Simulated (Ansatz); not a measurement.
# Does disorder add resistance in series? Re(0001) layers with 25 % Pd

Two lengths of the disordered region are known. What area resistance does the third give?

How it was computed: Ansatz 0.2.0, plane waves with PAW datasets at their recommended cutoffs (420 eV for most), Fermi-Dirac smearing; ballistic transmission by layer matching. The area resistance is RA = A (h/2e²)(1/T − 1/N), with T the zone-mean transmission per spin and N the lead's channels, both averaged over a few energies near the Fermi level; for magnets each spin is taken apart, with h/e², and the two conduct in parallel. Lateral cell 2x2, PBE, a fresh random draw for each length.

Results; the value marked ? is to be predicted:

```tsv
length (Å)	channels N	RA (fΩ m²)
4.46	5.240	0.366
13.4	5.247	0.951
22.3	5.260	?
```

**Estimate by hand.**

Ohm's law makes RA linear in the length: the slope is (0.951 − 0.366)/(13.4 − 4.46) = 0.0656 fΩ m² per Å, or 66 µΩ cm. Then 0.951 + 0.0656 × 8.92. Predicted: 1.54 fΩ m².

**The withheld run.**

1.30 fΩ m², so the prediction is 18 % too high. The three lengths together give 52 µΩ cm. Single draws scatter; these runs don't part the causes of the miss, and leave the question open.

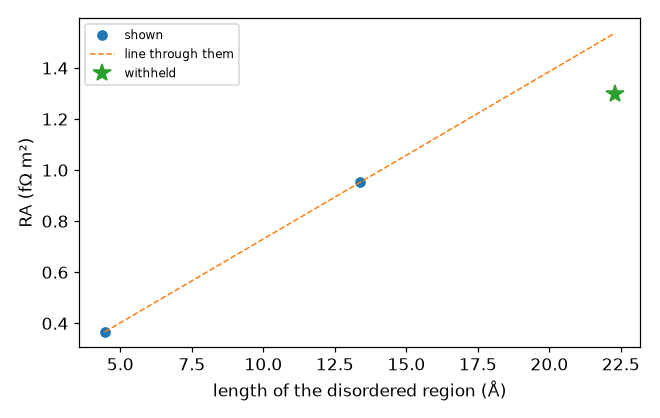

Area resistance against length.

**Limits.** The scatterers repeat sideways with the small cell. The slope is a raw one; a model of isotropic scattering puts it 1.01 times the bulk value over these lengths. Atoms sit unrelaxed on the host's lattice, and the pair may not mix at random in practice. Spin-orbit coupling is left out, which matters for Re.

[Logs are printed without paths, hosts, clocks, repeated set-up lines and the standing remarks that a program may print on its own settings, such as how far it seeks lower states.]
